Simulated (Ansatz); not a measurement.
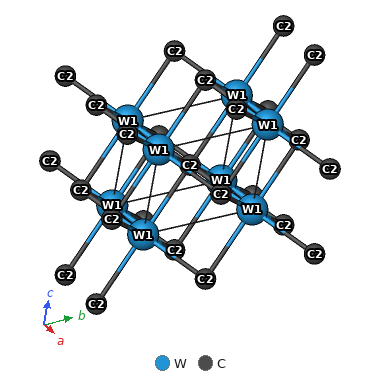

The system is WC (Fm-3m, No. 225; 2 atoms in the cell); the picture shows the reference structure. 
- The cell is strained homogeneously, by one strain along x and y and another along z, with fractional coordinates fixed (x, y and z along the cube axes).
- First axis: strain along x and y. Second axis: strain along z.
- The grid has 5 × 5 points.
- Energies are in meV/atom, from the lowest grid point.
- The reference cell is the one listed in the database, not relaxed at this level.
- These are results of DFT r2SCAN, scalar-relativistic, plane waves, PAW (Ansatz 0.2.0), not measurements. Settings: cutoff 500 eV, k-mesh 18×18×18, gaussian smearing 0.15 eV, no spin polarisation.

Its coordinates:

```xyz
2
Lattice="0.0000 2.1927 2.1927 2.1927 0.0000 2.1927 2.1927 2.1927 0.0000" Properties=species:S:1:pos:R:3 pbc="T T T"
W     0.0000    0.0000    0.0000
C     2.1927    2.1927    2.1927
```

Range: strain along x and y from −8 to 8 %; strain along z from −8 to 8 %.

What landscape does the calculation give?

Answer. The lowest grid point is at strain along x and y = 0 %, strain along z = 0 %. It is the only kind of minimum in the scanned range. The highest grid point, strain along x and y = −8 %, strain along z = −8 %, lies 822 meV/atom above the lowest. Round the minimum the valley is somewhat tilted: raising strain along x and y shifts the best value of strain along z downwards (coupling k₁₂/√(k₁₁k₂₂) about 0.3).

```
strain along z ↓, strain along x and y →   −8   −4    0    4    8
                                       8  439  142  135  316  613
                                       4  426   91   46  192  457
                                       0  462   84    0  110  340
                                      −4  578  155   32  103  294
                                      −8  822  355  188  215  368
```

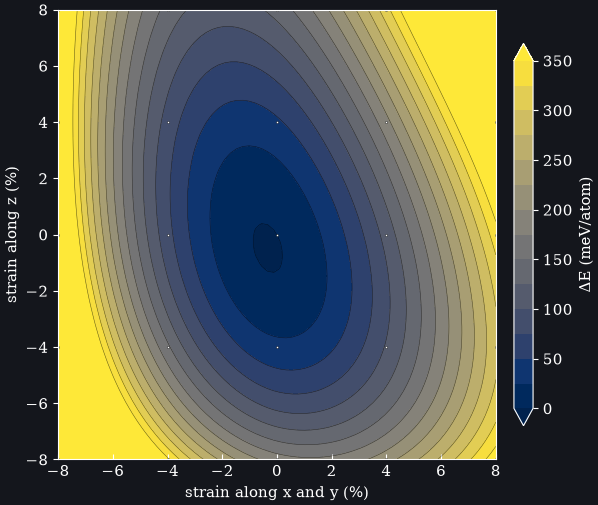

The picture shows filled contours, dots at the grid points, one colour for all values above the top of the scale. Between grid points the surface is interpolated.
